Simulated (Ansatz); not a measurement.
## Run report: Mg5O6, geometry relaxation (part 1 of 2)

Mg5O6 (slab, 11 atoms in the cell), computed with DFT r2SCAN, scalar-relativistic, plane waves, PAW, no spin polarisation (Ansatz 0.2.0).

The structure derives from an entry of the Crystallography Open Database. It belongs to a series of runs on one base structure; here: (1 1 1) slab, atoms relaxed.

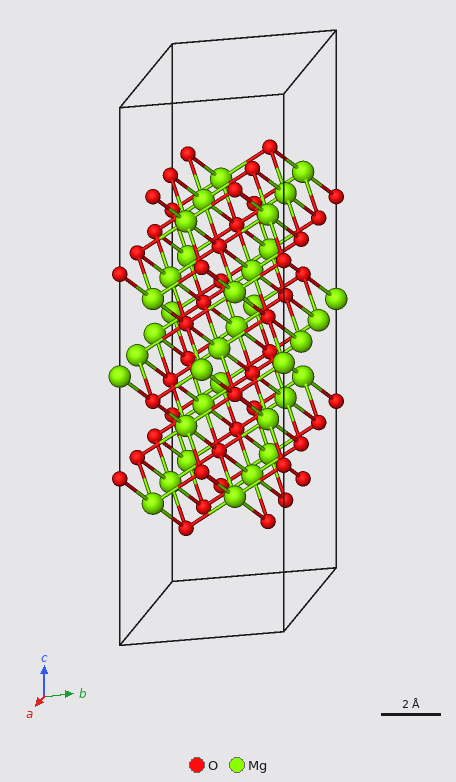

The input geometry (ball-and-stick view of the 3 × 2 repeat of the cell, with the vacuum cut short, seen slightly off an axis). Near neighbours in the crystal (not all of them lie inside the picture): O has 3 Mg at 2.10 Å; Mg has 6 O at 2.10 Å; O has 6 Mg at 2.10 Å.

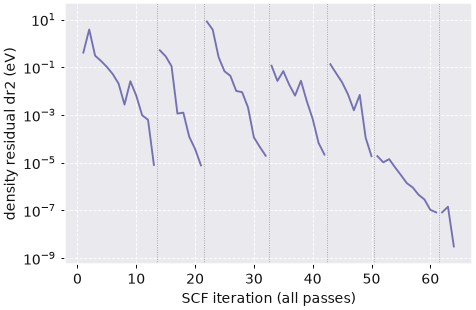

Convergence of the self-consistent field: density residual dr2 against the SCF iteration. Dotted lines part the SCF passes that the log prints in full.

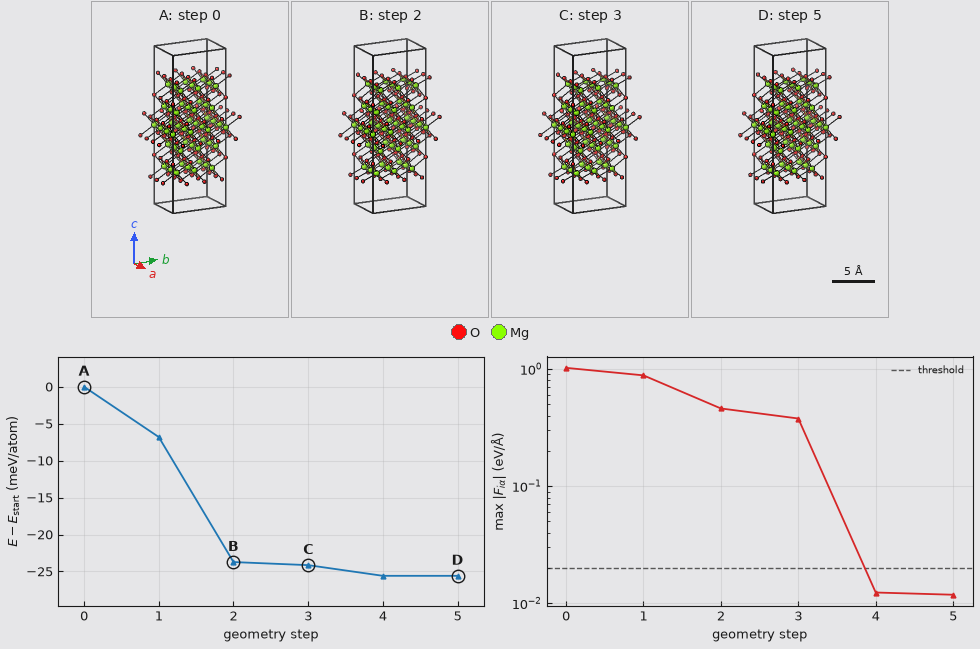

Frames of the relaxation (ball-and-stick view of the 3 × 3 repeat of the cell, with the vacuum cut short, with bonded neighbours outside it, seen slightly off an axis) above the curves, on which the letters mark them (the first geometry is step 0 here and step 1 in the log).

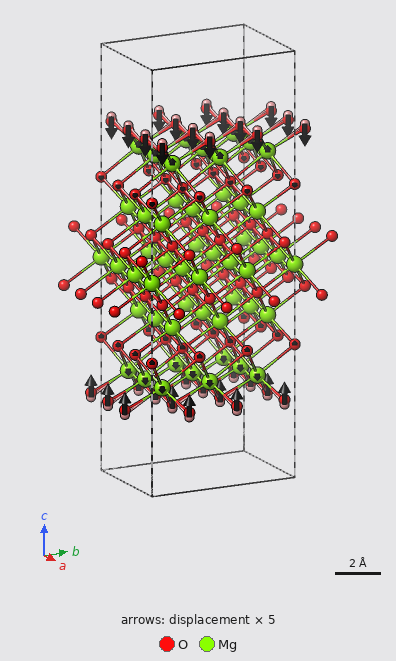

Start (faint) and end (solid) with the displacements as black arrows, magnified 5 times (ball-and-stick view of the 3 × 3 repeat of the cell, with the vacuum cut short, with bonded neighbours outside it, seen slightly off an axis). The largest moves, 0.21 Å, are those of O1 and O11. Largest moves by element: O 0.21 Å, Mg 0.07 Å. The lattice vectors keep their values. Among the contacts that change: Mg10–O11 2.102 → 1.956 Å, Mg2–O3 2.102 → 2.170 Å, Mg8–O9 2.102 → 2.070 Å, Mg4–O5 2.102 → 2.113 Å. Among the angles that change: O9–Mg10–O11 180.0° → 170.9°, Mg10–O11–Mg10 90.0° → 98.9°, O11–Mg10–O11 90.0° → 98.9°. Over 5 geometry steps the energy falls by 25.6 meV per atom. The largest force component goes from 1 to 0.012 eV/Å. (Atoms are counted from 1 in the order of the input.)

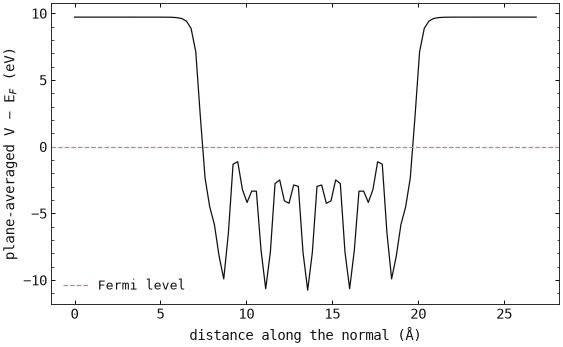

Plane average of the electrostatic potential energy of an electron across the cell, from the Fermi level. The vacuum level lies 9.72 eV above the Fermi level.

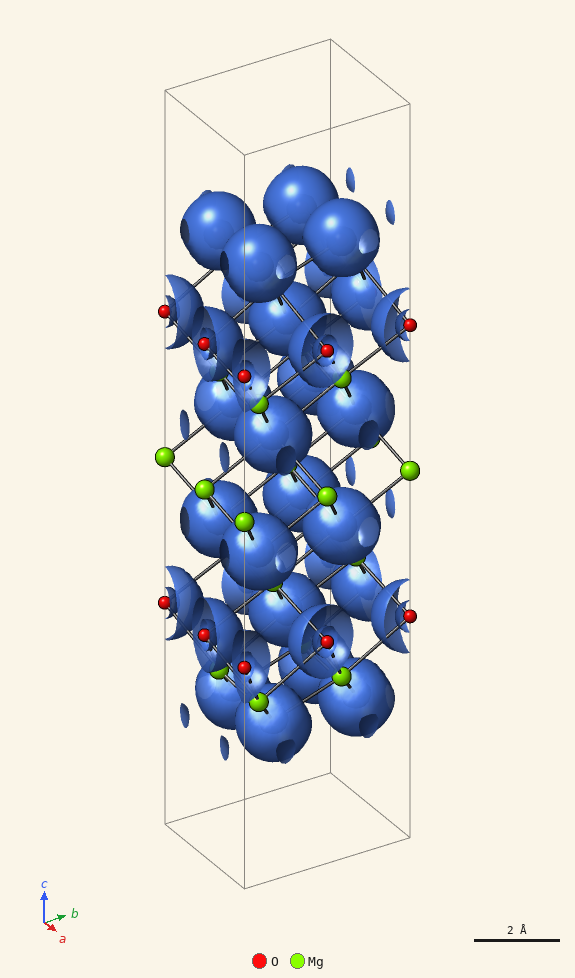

Isosurface of the ELF at 0.7 (blue), seen slightly off an axis. Only the valence region is drawn (cores and ρ < 0.01 e/Å³ removed). Sticks mark near contacts. Counts are for one cell; the picture repeats the cell along the surface. Along the contacts the grid gives the following. Mg–O (1.96 Å): the ELF is about 0.30 at the midpoint (no shared pair; the contact is polar). Mg–O (2.07 Å): the ELF is about 0.35 at the midpoint; a polar contact without a shared pair, in a metal. The fields are those of the smooth PAW valence density.

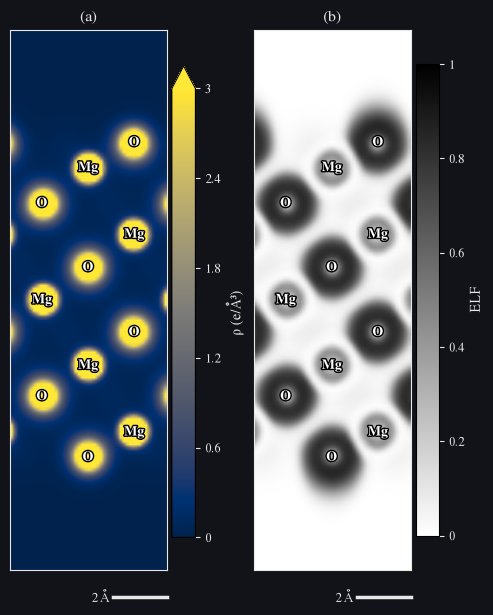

(a) valence electron density; (b) electron localisation function on the (110) plane of the calculation cell, a cut from vacuum to vacuum. Atoms in the plane: O and Mg. Mg–O (1.96 Å): ρ at the midpoint is about 0.44 e/Å³; the ELF is about 0.30 at the midpoint; no shared pair; the contact is polar. Mg–O (2.07 Å): the density is about 0.36 e/Å³ at the midpoint; the ELF is about 0.35 at the midpoint; a polar contact without a shared pair, in a metal. Mg–O (2.11 Å): ρ at the midpoint is about 0.33 e/Å³; the ELF is about 0.35 at the midpoint; a polar contact without a shared pair, in a metal. Mg–O (2.17 Å): the density is about 0.28 e/Å³ at the midpoint; the ELF is about 0.30 at the midpoint; a polar contact without a shared pair, in a metal. The density dies away to nearly zero in the vacuum.

The input that produced these results follows, with the program's output.

### Input file
```yaml
crystal:
  lattice:
    - [2.9728306127, 0.0, 0.0]
    - [-1.4864153063, 2.5745468317, 0.0]
    - [0.0, 0.0, 27.1365301546]
  atoms:
    - { symbol: O, position: [0.3333333333, 0.6666666667, 0.2763802136] }
    - { symbol: Mg, position: [0.6666666667, 0.3333333333, 0.3211041709] }
    - { symbol: O, position: [0.0, 0.0, 0.3658281281] }
    - { symbol: Mg, position: [0.3333333333, 0.6666666667, 0.4105520854] }
    - { symbol: O, position: [0.6666666667, 0.3333333333, 0.4552760427] }
    - { symbol: Mg, position: [0.0, 0.0, 0.5] }
    - { symbol: O, position: [0.3333333333, 0.6666666667, 0.5447239573] }
    - { symbol: Mg, position: [0.6666666667, 0.3333333333, 0.5894479146] }
    - { symbol: O, position: [0.0, 0.0, 0.6341718719] }
    - { symbol: Mg, position: [0.3333333333, 0.6666666667, 0.6788958291] }
    - { symbol: O, position: [0.6666666667, 0.3333333333, 0.7236197864] }
basis:
  ecutwfc: 500
kpoints:
  mp_grid: { grid: [9, 9, 1] }
hamiltonian:
  xc: r2scan
scf:
  occupations: { method: gaussian, width: 0.05 }
output:
  forces: true
  eigenvalues: true
  write_density: true
  write_potential: true
  elf: true
  volumetric_format: npy
relax:
  adjacent_minimum: "off"
  f_tol: 0.02
  max_steps: 60
efield:
  axis: 3
  dipole_correction: true
  ramp_width: 0.04
```

Command:
```bash
ansatz run input.yaml --threads 1 --pin off --max-ram 2560MiB --backend cpu --events-out ev --progress --plain --runs-dir out
```

### The program's output
```
Engine: ansatz 0.2.0, x86_64-unknown-linux-gnu
Pseudopotentials: kind: paw
Pseudopotential: O, paw, valence charge 6, recommended cutoff 500 eV (meta_gga), O.paw.azcp
Pseudopotential: Mg, paw, valence charge 10, recommended cutoff 500 eV (meta_gga), Mg.paw.azcp
Functional definition: r2SCAN
  parameter k0 = 0.174
  parameter k1 = 0.065
  parameter a1 = 4.9479
  exchange = r2scan_x(k0 = k0, k1 = k1, a1 = a1)
  correlation = r2scan_c
Crystal: 11 atoms, lattice volume = 207.695 Å³
Basis set: ecut = 500 eV, 5355 PW (Γ), exchange–correlation on 96×96×800 points (64 copies of the dense FFT grid, shifted against one another)
Bands: 54, of which v1, the nominal top of the filled ones, is band 43 counted from 1 (42 counted from 0)
Symmetry: 6 space group operations
k-points: 12 of 81 (time reversal used)
Non-local potential: O, projectors of the file, l = 0: 2, l = 1: 2, l = 2: 1
Non-local potential: Mg, projectors of the file, l = 0: 3, l = 1: 2, l = 2: 1
PAW form: soft (Blöchl's): semilocal exchange-correlation on the pseudo side does not see the compensation charge
PAW frozen core: O, regenerated for the run's functional (the file was generated under x = pbe(κ = 0.804, μ = 0.2195149727645171), c = pbe(β = 0.06672455060314922))
PAW frozen core: Mg, regenerated for the run's functional (the file was generated under x = pbe(κ = 0.804, μ = 0.2195149727645171), c = pbe(β = 0.06672455060314922))
PAW one-centre angular grid: O, 302 points (default); XC on 160 Gauss nodes
PAW one-centre angular grid: Mg, 302 points (default); XC on 224 Gauss nodes
Initial density: superposition of atomic densities (neutral atoms: chi_scale 0, normalization atom), corrected by the library's trained network
Initial wavefunctions: pseudopotential atomic-orbital guess
Functional: x = r2scan, c = r2scan; τ floored in thin density (d = 2e-4 eV/Å³)
SCF iter   1: F=—  HF=-13052.459628 eV  |F-HF|=—  |Δ(HF+E_count)|=         —  Δρ=1.22e-2  dr2=4.14e-1  dr2_τ=3.43e-1  ethr=1.77e-3  p=-0.000 e·Å  D=-2.03e-14 V/Å  ΔV_dip=0.00 eV  dr2_dipole=3.82e-6  V_vac-E_F(+/−)=10.32/10.32 eV  ⟨swp⟩=11.1  Hψ=3583  notcnv=0  defer=25
efield: sawtooth ramp at fractional position 0.9800 (placed from the atoms, in the widest stretch of the axis that holds none; the zero of the levels goes with the place), width 0.0400; the density the first Hamiltonian is built on has a dipole p = -0.000 e·Å; the dipole correction subtracts the counter field D = -2.03e-14 V/Å, which shifts the + side's vacuum level by +0.00 eV against the − side's; the planar-averaged density in the ramp window peaks in size at 2.1e-5 e/Å³
preconditioner: auto → LDOS  [metal: Δε(μ)=0.047 eV  Ē_g=16.038 eV  σ=0.050 eV  W_gap=0.47  n_scr=20 (ndim 8)  ℏωp=17.5 eV  f_vac=0.472  D(μ)=8.65/eV (n_scr^D=88)  β→1.0]
SCF iter   2: F=—  HF=-13052.854345 eV  |F-HF|=—  |Δ(HF+E_count)|=   3.95e-1  Δρ=1.99e-2  dr2=3.85e0  dr2_τ=7.37e-2  ethr=4.82e-4  p=0.000 e·Å  D=1.18e-5 V/Å  ΔV_dip=-0.00 eV  dr2_dipole=3.64e-4  V_vac-E_F(+/−)=10.38/10.38 eV  ⟨swp⟩=4.1  Hψ=1455  notcnv=0  defer=75  recentre
SCF iter   3: F=—  HF=-13052.824921 eV  |F-HF|=—  |Δ(HF+E_count)|=   2.94e-2  Δρ=9.02e-3  dr2=3.08e-1  dr2_τ=2.99e-3  ethr=4.82e-4  p=-0.000 e·Å  D=-8.56e-6 V/Å  ΔV_dip=0.00 eV  dr2_dipole=1.26e-5  V_vac-E_F(+/−)=10.38/10.38 eV  ⟨swp⟩=3.1  Hψ=1066  notcnv=0  defer=57
SCF iter   4: F=—  HF=-13052.806221 eV  |F-HF|=—  |Δ(HF+E_count)|=   1.87e-2  Δρ=5.12e-3  dr2=1.86e-1  dr2_τ=4.48e-3  ethr=3.58e-4  p=-0.000 e·Å  D=-3.25e-5 V/Å  ΔV_dip=0.00 eV  dr2_dipole=6.07e-5  V_vac-E_F(+/−)=10.46/10.45 eV  ⟨swp⟩=2.5  Hψ=937  notcnv=0  defer=57
SCF iter   5: F=—  HF=-13052.781170 eV  |F-HF|=—  |Δ(HF+E_count)|=   2.51e-2  Δρ=3.52e-3  dr2=1.04e-1  dr2_τ=1.50e-3  ethr=2.16e-4  p=-0.000 e·Å  D=-2.11e-5 V/Å  ΔV_dip=0.00 eV  dr2_dipole=1.85e-5  V_vac-E_F(+/−)=10.46/10.46 eV  ⟨swp⟩=2.6  Hψ=830  notcnv=0  defer=57
SCF iter   6: F=—  HF=-13052.770170 eV  |F-HF|=—  |Δ(HF+E_count)|=   1.10e-2  Δρ=2.46e-3  dr2=5.21e-2  dr2_τ=7.07e-4  ethr=1.21e-4  p=-0.000 e·Å  D=-1.08e-5 V/Å  ΔV_dip=0.00 eV  dr2_dipole=1.19e-6  V_vac-E_F(+/−)=10.47/10.47 eV  ⟨swp⟩=2.0  Hψ=826  notcnv=0  defer=63
SCF iter   7: F=—  HF=-13052.764079 eV  |F-HF|=—  |Δ(HF+E_count)|=   6.09e-3  Δρ=1.64e-3  dr2=2.06e-2  dr2_τ=3.06e-4  ethr=6.06e-5  p=0.000 e·Å  D=2.52e-7 V/Å  ΔV_dip=-0.00 eV  dr2_dipole=2.79e-6  V_vac-E_F(+/−)=10.46/10.46 eV  ⟨swp⟩=2.0  Hψ=743  notcnv=0  defer=63
SCF iter   8: F=—  HF=-13052.761366 eV  |F-HF|=—  |Δ(HF+E_count)|=   2.71e-3  Δρ=1.11e-3  dr2=2.75e-3  dr2_τ=8.14e-5  ethr=2.39e-5  p=0.000 e·Å  D=7.48e-6 V/Å  ΔV_dip=-0.00 eV  dr2_dipole=1.10e-5  V_vac-E_F(+/−)=10.46/10.46 eV  ⟨swp⟩=2.2  Hψ=799  notcnv=0  defer=63
SCF iter   9: F=—  HF=-13052.764423 eV  |F-HF|=—  |Δ(HF+E_count)|=   3.06e-3  Δρ=2.71e-3  dr2=2.61e-2  dr2_τ=5.13e-4  ethr=3.19e-6  p=-0.000 e·Å  D=-1.74e-5 V/Å  ΔV_dip=0.00 eV  dr2_dipole=4.67e-6  V_vac-E_F(+/−)=10.45/10.45 eV  ⟨swp⟩=2.2  Hψ=1046  notcnv=0  defer=64  recentre
SCF iter  10: F=—  HF=-13052.761816 eV  |F-HF|=—  |Δ(HF+E_count)|=   2.61e-3  Δρ=1.44e-3  dr2=6.50e-3  dr2_τ=1.40e-4  ethr=3.19e-6  p=-0.000 e·Å  D=-9.65e-6 V/Å  ΔV_dip=0.00 eV  dr2_dipole=3.32e-6  V_vac-E_F(+/−)=10.45/10.45 eV  ⟨swp⟩=2.0  Hψ=751  notcnv=0  defer=64
SCF iter  11: F=—  HF=-13052.761272 eV  |F-HF|=—  |Δ(HF+E_count)|=   5.44e-4  Δρ=5.87e-4  dr2=9.79e-4  dr2_τ=1.63e-5  ethr=3.19e-6  p=-0.000 e·Å  D=-4.20e-6 V/Å  ΔV_dip=0.00 eV  dr2_dipole=1.07e-6  V_vac-E_F(+/−)=10.45/10.45 eV  ⟨swp⟩=1.1  Hψ=610  notcnv=0  defer=64
SCF iter  12: F=—  HF=-13052.761294 eV  |F-HF|=—  |Δ(HF+E_count)|=   2.23e-5  Δρ=5.00e-4  dr2=6.33e-4  dr2_τ=1.13e-5  ethr=1.14e-6  p=-0.000 e·Å  D=-2.53e-6 V/Å  ΔV_dip=0.00 eV  dr2_dipole=1.73e-7  V_vac-E_F(+/−)=10.45/10.45 eV  ⟨swp⟩=1.6  Hψ=668  notcnv=0  defer=64
SCF iter  13: F=-13052.761261 eV  HF=-13052.761264 eV  |F-HF|=3.25e-6  |Δ(HF+E_count)|=   2.99e-5  Δρ=5.24e-5  dr2=8.10e-6  dr2_τ=8.90e-7  ethr=1.16e-8  p=0.000 e·Å  D=1.58e-6 V/Å  ΔV_dip=-0.00 eV  dr2_dipole=1.71e-7  V_vac-E_F(+/−)=10.45/10.45 eV  ⟨swp⟩=24.2  Hψ=7188  notcnv=0
SCF 1 converged in 13 iterations: F = -13052.761261 eV  dr2 = 8.10e-6
  Residual-converged pass: ⟨swp⟩=1.0  Hψ=696  notcnv=0  max |occ|·‖R‖ = 7.1e-9 eV (tolerance 1.0e-8 eV)  dr2=8.10e-6  dr2_τ=8.90e-7  dr2_onsite=2.66e-7  max |Δocc| = 1.7e-10
  greatest PAW one-centre occupation: 1.000 electrons in one spin orbital (limit 2), on the Mg atom at site 5 (counted from 0), in its partial waves of l = 0
relax step   1: F+E_penalty+E_count = -13052.76126074 eV  Δ(F+E_penalty+E_count) = +0.000e0 eV  max|allowed force component| = 1.023e0 eV/Å  Δτ_max = 0.0000 Å  (13 SCF iters, dr2 threshold 1.00e-5 eV, accepted)
Initial density: handed on by an earlier stage of this run
Initial wavefunctions: those handed on with the density
iter 1 solved again at ethr=6.08e-4 eV; its pass at ethr=3.10e-3 eV (dr2=5.23e-1 eV) is discarded
SCF iter   1: F=—  HF=-13052.842428 eV  |F-HF|=—  |Δ(HF+E_count)|=         —  Δρ=1.70e-2  dr2=5.20e-1  dr2_τ=1.19e-1  ethr=6.08e-4  p=0.000 e·Å  D=1.58e-6 V/Å  ΔV_dip=-0.00 eV  dr2_dipole=7.18e-6  V_vac-E_F(+/−)=10.58/10.58 eV  ⟨swp⟩=1.3  Hψ=1687  notcnv=0  defer=64
efield: sawtooth ramp at fractional position 0.9800 (handed on by an earlier solve), width 0.0400; the density the first Hamiltonian is built on has a dipole p = 0.000 e·Å; the dipole correction subtracts the counter field D = 1.58e-6 V/Å, which shifts the + side's vacuum level by -0.00 eV against the − side's; the planar-averaged density in the ramp window peaks in size at 2.2e-6 e/Å³
preconditioner: auto → LDOS  [metal: Δε(μ)=0.015 eV  Ē_g=16.248 eV  σ=0.050 eV  W_gap=0.16  n_scr=20 (ndim 8)  ℏωp=17.5 eV  f_vac=0.475  D(μ)=20.54/eV (n_scr^D=216)  β→1.0]
SCF iter   2: F=—  HF=-13052.882346 eV  |F-HF|=—  |Δ(HF+E_count)|=   3.99e-2  Δρ=1.94e-2  dr2=2.90e-1  dr2_τ=2.35e-2  ethr=6.04e-4  p=0.000 e·Å  D=3.39e-6 V/Å  ΔV_dip=-0.00 eV  dr2_dipole=4.95e-7  V_vac-E_F(+/−)=10.22/10.22 eV  ⟨swp⟩=2.6  Hψ=895  notcnv=0  defer=64
SCF iter   3: F=—  HF=-13052.846350 eV  |F-HF|=—  |Δ(HF+E_count)|=   3.60e-2  Δρ=1.05e-2  dr2=1.11e-1  dr2_τ=2.99e-3  ethr=3.37e-4  p=-0.000 e·Å  D=-4.32e-6 V/Å  ΔV_dip=0.00 eV  dr2_dipole=2.13e-6  V_vac-E_F(+/−)=10.32/10.32 eV  ⟨swp⟩=2.1  Hψ=785  notcnv=0  defer=64
SCF iter   4: F=—  HF=-13052.836740 eV  |F-HF|=—  |Δ(HF+E_count)|=   9.61e-3  Δρ=6.76e-4  dr2=1.15e-3  dr2_τ=6.23e-5  ethr=1.29e-4  p=-0.000 e·Å  D=-4.01e-6 V/Å  ΔV_dip=0.00 eV  dr2_dipole=1.42e-6  V_vac-E_F(+/−)=10.39/10.39 eV  ⟨swp⟩=1.8  Hψ=645  notcnv=0  defer=64
SCF iter   5: F=—  HF=-13052.836088 eV  |F-HF|=—  |Δ(HF+E_count)|=   6.52e-4  Δρ=8.18e-4  dr2=1.26e-3  dr2_τ=4.52e-5  ethr=1.34e-6  p=0.000 e·Å  D=1.90e-6 V/Å  ΔV_dip=-0.00 eV  dr2_dipole=2.69e-7  V_vac-E_F(+/−)=10.37/10.37 eV  ⟨swp⟩=2.3  Hψ=858  notcnv=0  defer=64
SCF iter   6: F=—  HF=-13052.836097 eV  |F-HF|=—  |Δ(HF+E_count)|=   8.35e-6  Δρ=2.47e-4  dr2=1.24e-4  dr2_τ=5.18e-6  ethr=1.34e-6  p=-0.000 e·Å  D=-5.08e-7 V/Å  ΔV_dip=0.00 eV  dr2_dipole=1.47e-7  V_vac-E_F(+/−)=10.37/10.37 eV  ⟨swp⟩=1.7  Hψ=602  notcnv=0  defer=64
SCF iter   7: F=—  HF=-13052.836122 eV  |F-HF|=—  |Δ(HF+E_count)|=   2.52e-5  Δρ=1.55e-4  dr2=3.80e-5  dr2_τ=1.32e-6  ethr=7.61e-8  p=0.000 e·Å  D=8.97e-6 V/Å  ΔV_dip=-0.00 eV  dr2_dipole=1.18e-6  V_vac-E_F(+/−)=10.36/10.36 eV  ⟨swp⟩=22.9  Hψ=7002  notcnv=0
SCF iter   8: F=-13052.836124 eV  HF=-13052.836127 eV  |F-HF|=3.75e-6  |Δ(HF+E_count)|=   5.20e-6  Δρ=7.62e-5  dr2=7.78e-6  dr2_τ=3.52e-7  ethr=4.42e-8  p=-0.000 e·Å  D=-7.22e-6 V/Å  ΔV_dip=0.00 eV  dr2_dipole=2.38e-7  V_vac-E_F(+/−)=10.36/10.36 eV  ⟨swp⟩=17.4  Hψ=6393  notcnv=0
SCF 2 converged in 8 iterations: F = -13052.836124 eV  dr2 = 7.78e-6
[... from here on the iterations of each SCF are left out, up to the last one ...]
```
